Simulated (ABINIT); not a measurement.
Run report: ZrB2, band-structure run (part 1 of 4)

ZrB2 (P6/mmm, 3 atoms in the cell), computed with Kohn-Sham DFT of a periodic cell, AM05, JTH PAW PBE v2.0, no spin polarisation (ABINIT 10.8.3).

The structure derives from an entry of the Crystallography Open Database.

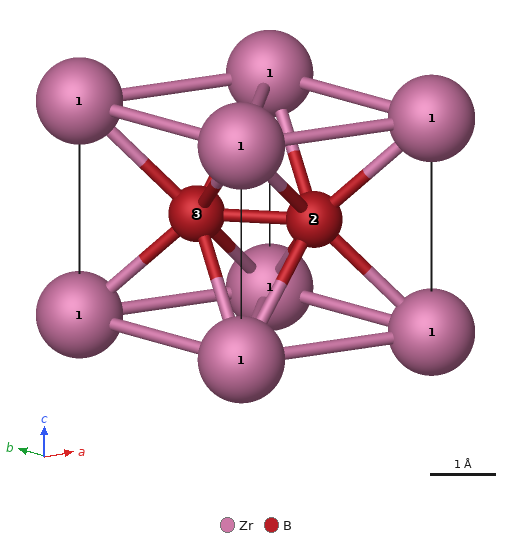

**Figure 1.** The input geometry (ball-and-stick view of the cell of the calculation, seen at an oblique angle; atoms are numbered from 1 in the order of the input).

### Input file
```
# Datasets: ground state, then fixed potential
ndtset 2

# Pseudopotentials
pp_dirpath "./"
pseudos "Zr.GGA_PBE-JTH.xml, B.GGA_PBE-JTH.xml"

# Structure
acell 5.9904318151 5.9904318151 6.6764023983
rprim
     1.0000000000     0.0000000000     0.0000000000
    -0.5000000000     0.8660254038     0.0000000000
     0.0000000000     0.0000000000     1.0000000000
ntypat 2
znucl 40 5
natom 3
typat 1 2 2
xred
     0.0000000000     0.0000000000     0.0000000000
     0.6666666667     0.3333333333     0.5000000000
     0.3333333333     0.6666666667     0.5000000000

# Plane-wave basis
ecut 462.593566 eV
pawecutdg 34.0

# Exchange and correlation
ixc -120135

# Bands and occupations
occopt 3
tsmear 0.05 eV

# SCF cycle
nstep 100

# Output
iomode 3
prtwf 0
prteig 0
prtebands 0
prtden1 1

# Dataset 1
kptopt1 1
ngkpt1 10 10 8
nshiftk1 1
shiftk1 0.0 0.0 0.0
nband1 13
tolvrs1 1.0e-9

# Dataset 2: bands along G-M-K-G-A-L-H-A
iscf2 -2
getden2 1
nband2 17
nbdbuf2 2
tolwfr2 1.0e-12
kptopt2 -7
ndivsm2 5
prteig2 1
kptbounds2
     0.0000000000     0.0000000000     0.0000000000
     0.5000000000     0.0000000000     0.0000000000
     0.3333333333     0.3333333333     0.0000000000
     0.0000000000     0.0000000000     0.0000000000
     0.0000000000     0.0000000000     0.5000000000
     0.5000000000     0.0000000000     0.5000000000
     0.3333333333     0.3333333333     0.5000000000
     0.0000000000     0.0000000000     0.5000000000
```

Run as:
```bash
abinit run.abi > log 2>&1
```

### Output
```
.Version 10.8.3 of ABINIT
 DATASET    1 : space group P6/m m m (#191); Bravais hP (primitive hexag.)
================================================================================
 Values of the parameters that define the memory need for DATASET  1.
     intxc =       0    ionmov =       0      iscf =      17    lmnmax =      18
     lnmax =       6     mgfft =      27  mpssoang =       3    mqgrid =    3001
     natom =       3  nloc_mem =       2    nspden =       1   nspinor =       1
    nsppol =       1      nsym =      24    n1xccc =       1    ntypat =       2
    occopt =       3   xclevel =       2
       mpw =         720          nfft =       15552          nkpt =          70
 PAW method is used; the additional fine FFT grid is defined by:
   mgfftf=        36    nfftf =     36864
================================================================================
================================================================================

 DATASET    2 : space group P6/m m m (#191); Bravais hP (primitive hexag.)
================================================================================
 Values of the parameters that define the memory need for DATASET  2.
     intxc =       0    ionmov =       0      iscf =      -2    lmnmax =      18
     lnmax =       6     mgfft =      27  mpssoang =       3    mqgrid =    3001
     natom =       3  nloc_mem =       2    nspden =       1   nspinor =       1
    nsppol =       1      nsym =      24    n1xccc =       1    ntypat =       2
    occopt =       3   xclevel =       2
       mpw =         719          nfft =       15552          nkpt =          56
 PAW method is used; the additional fine FFT grid is defined by:
   mgfftf=        36    nfftf =     36864
================================================================================
================================================================================

--------------------------------------------------------------------------------
------------- Echo of variables that govern the present computation ------------
--------------------------------------------------------------------------------
 -outvars: echo values of preprocessed input variables --------
            acell      5.9904318151E+00  5.9904318151E+00  6.6764023983E+00 Bohr
              amu      9.12240000E+01  1.08110000E+01
             ecut      1.70000000E+01 Hartree
           getden1          0
           getden2          1
             iscf1         17
             iscf2         -2
                       outvar_i_n : Printing only first  50 k-points.
              ixc     -120135
           jdtset        1    2
                       outvar_i_n : Printing only first  50 k-points.
           kptopt1          1
           kptopt2         -7
         kptrlatt       10    0    0      0   10    0      0    0    8
          kptrlen1     5.34112192E+01
          kptrlen2     3.00000000E+01
            natom           3
            nband1         13
            nband2         17
           nbdbuf1          0
           nbdbuf2          2
           ndtset           2
           ndivsm1          0
           ndivsm2          5
            ngfft          24      24      27
          ngfftdg          32      32      36
             nkpt1         70
             nkpt2         56
            nstep         100
             nsym          24
           ntypat           2
                       prtocc : prtvol=0, do not print more k-points.
           occopt           3
        pawecutdg      3.40000000E+01 Hartree
         pawxcdev           0
        prtebands           0
           prteig1          0
           prteig2          1
            prtwf           0
            rprim      1.0000000000E+00  0.0000000000E+00  0.0000000000E+00
                      -5.0000000000E-01  8.6602540380E-01  0.0000000000E+00
                       0.0000000000E+00  0.0000000000E+00  1.0000000000E+00
           shiftk1     0.00000000E+00  0.00000000E+00  0.00000000E+00
           shiftk2     5.00000000E-01  5.00000000E-01  5.00000000E-01
          spgroup         191
           tolvrs1     1.00000000E-09
           tolvrs2     0.00000000E+00
           tolwfr1     0.00000000E+00
           tolwfr2     1.00000000E-12
           tsmear      1.83746611E-03 Hartree
            typat      1  2  2
           useylm           1
                       outvars : Printing only first  50 k-points.
           xangst      0.0000000000E+00  0.0000000000E+00  0.0000000000E+00
                       1.5849999989E+00  9.1510017607E-01  1.7664999988E+00
                       2.0239315388E-17  1.8302003521E+00  1.7664999988E+00
            xcart      0.0000000000E+00  0.0000000000E+00  0.0000000000E+00
                       2.9952159075E+00  1.7292887105E+00  3.3382011991E+00
                       3.8246763058E-17  3.4585774211E+00  3.3382011991E+00
             xred      0.0000000000E+00  0.0000000000E+00  0.0000000000E+00
                       6.6666666667E-01  3.3333333333E-01  5.0000000000E-01
                       3.3333333333E-01  6.6666666667E-01  5.0000000000E-01
            znucl       40.00000    5.00000

================================================================================

 chkinp: Checking input parameters for consistency, jdtset=   1.

 chkinp: Checking input parameters for consistency, jdtset=   2.

================================================================================
== DATASET  1 ==================================================================

--- !DatasetInfo
iteration_state: {dtset: 1, }
dimensions: {natom: 3, nkpt: 70, mband: 13, nsppol: 1, nspinor: 1, nspden: 1, mpw: 720, }
cutoff_energies: {ecut:  17.0, pawecutdg:  34.0, }
electrons: {nelect:   1.80000000E+01, charge:   0.00000000E+00, occopt:   3.00000000E+00, tsmear:   1.83746611E-03, }
meta: {optdriver: 0, ionmov: 0, optcell: 0, iscf: 17, paral_kgb: 0, }
...

 Real(R)+Recip(G) space primitive vectors, cartesian coordinates (Bohr,Bohr^-1):
 R(1)=  5.9904318  0.0000000  0.0000000  G(1)=  0.1669329  0.0963787  0.0000000
 R(2)= -2.9952159  5.1878661  0.0000000  G(2)=  0.0000000  0.1927575  0.0000000
 R(3)=  0.0000000  0.0000000  6.6764024  G(3)=  0.0000000  0.0000000  0.1497813
 Unit cell volume ucvol=  2.0748628E+02 bohr^3
 Angles (23,13,12)=  9.00000000E+01  9.00000000E+01  1.20000000E+02 degrees

 Coarse grid specifications (used for wave-functions):

 getcut: wavevector=  0.0000  0.0000  0.0000  ngfft=  24  24  27
         ecut(hartree)=     17.000   => boxcut(ratio)=   2.09817

 Fine grid specifications (used for densities):

 getcut: wavevector=  0.0000  0.0000  0.0000  ngfft=  32  32  36
         ecut(hartree)=     34.000   => boxcut(ratio)=   2.03511

--- Pseudopotential description ------------------------------------------------
- pspini: atom type   1  psp file is ./Zr.GGA_PBE-JTH.xml
 Pseudopotential format is: paw10
 basis_size (lnmax)=  6 (lmn_size= 18), orbitals=   0   0   1   1   2   2
 Spheres core radius: rc_sph= 2.22030268
 Shapefunction is BESSEL type: shapef(r,l)=aa(1,l)*jl(q(1,l)*r)+aa(2,l)*jl(q(2,l)*r)
 Radius for shape functions =  2.22030268
 Compensation charge density is not taken into account in XC energy/potential

- pspini: atom type   2  psp file is ./B.GGA_PBE-JTH.xml
 Pseudopotential format is: paw10
 basis_size (lnmax)=  4 (lmn_size=  8), orbitals=   0   0   1   1
 Spheres core radius: rc_sph= 1.70616958
 Shapefunction is SIN type: shapef(r)=[sin(pi*r/rshp)/(pi*r/rshp)]**2
 Radius for shape functions =  1.40269776
 Compensation charge density is not taken into account in XC energy/potential

   4.31815220E+02                                ecore*ucvol(ha*bohr**3)
--------------------------------------------------------------------------------

================================================================================

--- !BeginCycle
iteration_state: {dtset: 1, }
solver: {iscf: 17, nstep: 100, nline: 4, wfoptalg: 10, }
tolerances: {tolvrs: 1.00E-09, }
...

     iter   Etot(hartree)      deltaE(h)  residm     nres2
 ETOT  1  -53.250657648285    -5.325E+01 3.229E-01 8.873E+00
 ETOT  2  -53.282826770227    -3.217E-02 3.310E-02 6.301E-01
 ETOT  3  -53.283039854741    -2.131E-04 4.512E-03 1.282E-01
 ETOT  4  -53.283040119386    -2.646E-07 1.537E-03 3.175E-04
 ETOT  5  -53.283041655354    -1.536E-06 1.711E-03 4.747E-05
 ETOT  6  -53.283041703576    -4.822E-08 3.714E-04 2.677E-06
 ETOT  7  -53.283041698289     5.287E-09 3.685E-04 1.590E-07
 ETOT  8  -53.283041698560    -2.709E-10 1.638E-04 1.174E-08
 ETOT  9  -53.283041698512     4.733E-11 1.401E-04 2.028E-10

 At SCF step    9       nres2   =  2.03E-10 < tolvrs=  1.00E-09 =>converged.

 Cartesian components of stress tensor (hartree/bohr^3)
  sigma(1 1)=  1.55791446E-04  sigma(3 2)=  0.00000000E+00
  sigma(2 2)=  1.55791445E-04  sigma(3 1)=  0.00000000E+00
  sigma(3 3)=  1.86407083E-04  sigma(2 1)=  0.00000000E+00

--- !ResultsGS
iteration_state: {dtset: 1, }
comment   : Summary of ground state results
lattice_vectors:
- [  5.9904318,   0.0000000,   0.0000000, ]
- [ -2.9952159,   5.1878661,   0.0000000, ]
- [  0.0000000,   0.0000000,   6.6764024, ]
lattice_lengths: [   5.99043,    5.99043,    6.67640, ]
lattice_angles: [ 90.000,  90.000, 120.000, ] # degrees, (23, 13, 12)
lattice_volume:   2.0748628E+02
convergence: {deltae:  4.733E-11, res2:  2.028E-10, residm:  1.401E-04, diffor: null, }
etotal    :  -5.32830417E+01
entropy   :   0.00000000E+00
fermie    :   4.53133449E-01
cartesian_stress_tensor: # hartree/bohr^3
- [  1.55791446E-04,   0.00000000E+00,   0.00000000E+00, ]
- [  0.00000000E+00,   1.55791445E-04,   0.00000000E+00, ]
- [  0.00000000E+00,   0.00000000E+00,   1.86407083E-04, ]
pressure_GPa:  -4.8838E+00
xred      :
- [  0.0000E+00,   0.0000E+00,   0.0000E+00, Zr]
- [  6.6667E-01,   3.3333E-01,   5.0000E-01,  B]
- [  3.3333E-01,   6.6667E-01,   5.0000E-01,  B]
cartesian_forces: # hartree/bohr
- [ -0.00000000E+00,  -0.00000000E+00,  -0.00000000E+00, ]
- [ -0.00000000E+00,  -0.00000000E+00,  -0.00000000E+00, ]
- [ -0.00000000E+00,  -0.00000000E+00,  -0.00000000E+00, ]
force_length_stats: {min:   0.00000000E+00, max:   0.00000000E+00, mean:   0.00000000E+00, }
...

 Integrated electronic density in atomic spheres:
 ------------------------------------------------
 Atom  Sphere_radius  Integrated_density
    1        2.22030          9.12564255
    2        1.70617          1.80216027
    3        1.70617          1.80216027

================================================================================

 ----iterations are completed or convergence reached----

 Mean square residual over all n,k,spin=   84.123E-08; max=  14.012E-05
 reduced coordinates (array xred) for    3 atoms
       0.000000000000      0.000000000000      0.000000000000
       0.666666666667      0.333333333333      0.500000000000
       0.333333333333      0.666666666667      0.500000000000
 rms dE/dt=  0.0000E+00; max dE/dt=  0.0000E+00; dE/dt below (all hartree)
    1       0.000000000000      0.000000000000      0.000000000000
    2       0.000000000000      0.000000000000      0.000000000000
    3       0.000000000000      0.000000000000      0.000000000000

 cartesian coordinates (angstrom) at end:
    1      0.00000000000000     0.00000000000000     0.00000000000000
    2      1.58499999893432     0.91510017606673     1.76649999880083
    3      0.00000000000000     1.83020035213346     1.76649999880083

 cartesian forces (hartree/bohr) at end:
    1     -0.00000000000000    -0.00000000000000    -0.00000000000000
    2     -0.00000000000000    -0.00000000000000    -0.00000000000000
    3     -0.00000000000000    -0.00000000000000    -0.00000000000000
 frms,max,avg= 0.0000000E+00 0.0000000E+00   0.000E+00  0.000E+00  0.000E+00 h/b

 cartesian forces (eV/Angstrom) at end:
    1     -0.00000000000000    -0.00000000000000    -0.00000000000000
    2     -0.00000000000000    -0.00000000000000    -0.00000000000000
    3     -0.00000000000000    -0.00000000000000    -0.00000000000000
 frms,max,avg= 0.0000000E+00 0.0000000E+00   0.000E+00  0.000E+00  0.000E+00 e/A
 length scales=  5.990431815100  5.990431815100  6.676402398300 bohr
              =  3.169999997869  3.169999997869  3.532999997602 angstroms
 Fermi (or HOMO) energy (hartree) =   0.45313   Average Vxc (hartree)=  -0.46197
 Eigenvalues (hartree) for nkpt=  70  k points:
 kpt#   1, nband= 13, wtk=  0.00125, kpt=  0.0000  0.0000  0.0000 (reduced coord)
  -1.32471   -0.52504   -0.50446   -0.50446   -0.00969    0.35995    0.36091    0.36091
   0.37127    0.58201    0.58201    0.61194    0.61194
      occupation numbers for kpt#   1
   2.00000    2.00000    2.00000    2.00000    2.00000    2.00000    2.00000    2.00000
   2.00000    0.00000    0.00000    0.00000    0.00000
 prteigrs : prtvol=0 or 1, do not print more k-points.

--- !EnergyTerms
iteration_state     : {dtset: 1, }
comment             : Components of total free energy in Hartree
kinetic             :  1.57013029933940E+01
hartree             :  6.86944503222407E+00
xc                  : -9.02919306203185E+00
Ewald energy        : -4.82953939840230E+01
psp_core            :  2.08117476384155E+00
local_psp           : -3.20327476756561E+01
PAW spherical_terms :  1.14224675473456E+01
internal            : -5.32829443849057E+01
'-kT*entropy'       : -1.02116583076227E-04
total_energy        : -5.32830465014888E+01
total_energy_eV     : -1.44990555871458E+03
...

--- !EnergyTermsDC
iteration_state     : {dtset: 1, }
comment             : '"Double-counting" decomposition of free energy'
band_energy         : -3.11478539531876E+00
Ewald energy        : -4.82953939840230E+01
psp_core            :  2.08117476384155E+00
xc_dc               : -5.32621530437729E+00
PAW spherical_terms :  1.37228033794824E+00
internal            : -5.32829395819292E+01
'-kT*entropy'       : -1.02116583076227E-04
total_energy_dc     : -5.32830416985123E+01
total_energy_dc_eV  : -1.44990542801893E+03
...
```
